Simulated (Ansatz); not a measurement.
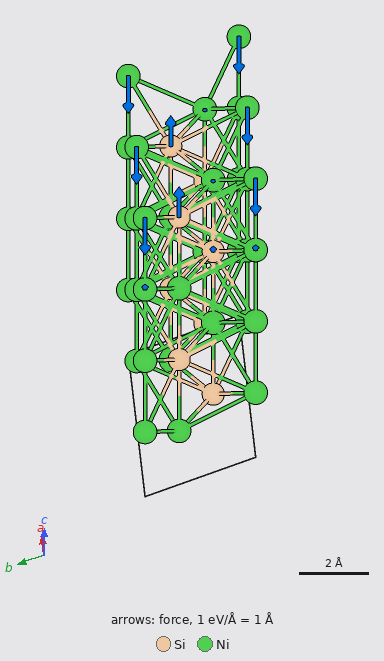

Starting geometry of a slab of composition SiNi2 (cut from the P6_3/mmc phase) with the computed forces as blue arrows. The picture is a ball-and-stick view of the 2 × 1 repeat of the cell, outlined in the plane, without the vacuum, seen from a free direction.

Case: clean slab, lower half held. The slab is the (0 0 1) face of SiNi2. 6 atoms are held fixed.

Computed with Ansatz, DFT PBEsol, scalar-relativistic, plane waves, PAW. Set-up: plane-wave cutoff 420 eV; k-point mesh 9 × 9 × 1; occupations gaussian; smearing width 0.1 eV; no spin polarisation; dipole correction; atoms relaxed in a fixed cell; force threshold 0.03 eV/Å; at most 70 steps.

### What follows when this structure is relaxed?

It isn't relaxed: the largest force vector, on a Ni atom, is 1.31 eV/Å. The final displacements follow the starting forces only in part (cosine between the two patterns 0.82). The largest move is that of a Si atom, 0.42 Å along the normal (+c). By element the largest moves are Si 0.42 Å, Ni 0.15 Å. The cell doesn't change. Near-neighbour distances that change, for instance: Ni–Si 2.458 → 2.907 Å, Ni–Si 2.549 → 2.810 Å, Ni–Si 2.549 → 2.330 Å, Ni–Si 2.458 → 2.326 Å. The energy falls by 0.346 eV per cell of the calculation in 5 geometry steps. The largest force component goes from 1.3 to 0.021 eV/Å.

Limits of the set-up: an element that often carries a moment was run without spin polarisation.
